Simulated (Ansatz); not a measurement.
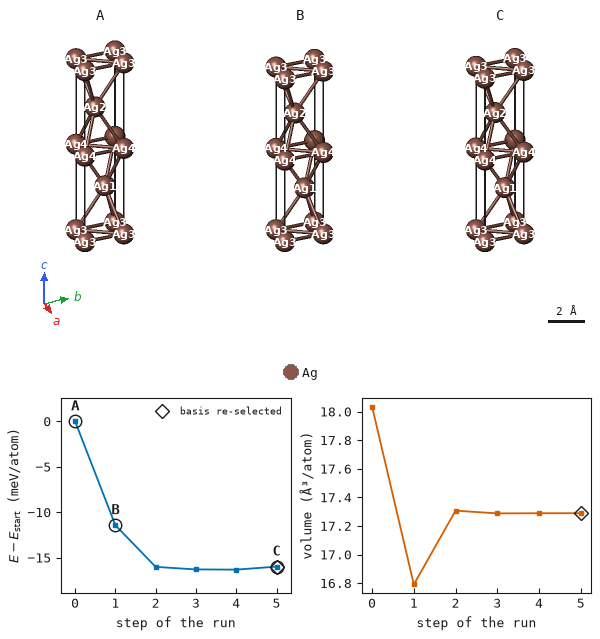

Frames of a relaxation of a crystal of Ag (set up in P6_3/mmc), marked on the history of the run. A ball-and-stick model of the cell of the calculation, seen slightly off an axis.

Phase: dhcp (4H).

Level of theory: DFT, r2SCAN, plane waves (500 eV) with PAW, scalar-relativistic (Ansatz 0.2.0). Set-up: plane-wave cutoff 500 eV; k-point mesh 13 × 13 × 3; occupations fermi dirac; smearing width 0.1 eV; no spin polarisation; cell and atoms relaxed; force threshold 0.01 eV/Å; at most 60 steps.

Describe the path.

Answer. The atoms keep their places relative to the cell (all moves are under 0.005 Å). The volume changes by −4.1 %, with a = b 2.886 → 2.891 Å (+0.2 %), c 10.000 → 9.558 Å (−4.4 %). Some distances before and after: Ag1–Ag3 3.004 → 2.915 Å, Ag1–Ag1 2.886 → 2.891 Å. The space group stays P6_3/mmc (No. 194). The energy falls by 16.0 meV per atom in 4 accepted moves (5 points after the start). All forces vanish by symmetry, so only the cell relaxes. Pressure: −3.53 GPa at the start and −0.02 GPa at the end. The SCF was repeated once at an unchanged geometry on a basis and grid sized afresh for the cell, which shifted the energy by 0.3 meV per atom at most. The run took 110 s on 1 thread of Intel(R) Xeon(R) Platinum 8259CL CPU @ 2.50GHz (Skylake/Cascade Lake), with other jobs on the host, peak memory 0.8 GiB. From step 0 to 1: volume −6.9 %, energy −11.4 meV per atom. From step 1 to 5: volume +3.0 %, energy −4.6 meV per atom.

```json
{"step": "0", "E − E(0), meV/atom": "0.00", "pressure, GPa": "-3.53", "volume, Å³/atom": "18.035", "note": ""}
{"step": "1", "E − E(0), meV/atom": "-11.42", "pressure, GPa": "3.29", "volume, Å³/atom": "16.792", "note": ""}
{"step": "2", "E − E(0), meV/atom": "-16.00", "pressure, GPa": "-0.09", "volume, Å³/atom": "17.308", "note": ""}
{"step": "3", "E − E(0), meV/atom": "-16.28", "pressure, GPa": "0.01", "volume, Å³/atom": "17.288", "note": ""}
{"step": "4", "E − E(0), meV/atom": "-16.30", "pressure, GPa": "0.00", "volume, Å³/atom": "17.290", "note": ""}
{"step": "5", "E − E(0), meV/atom": "-15.98", "pressure, GPa": "-0.02", "volume, Å³/atom": "17.290", "note": "same geometry, new basis"}
```
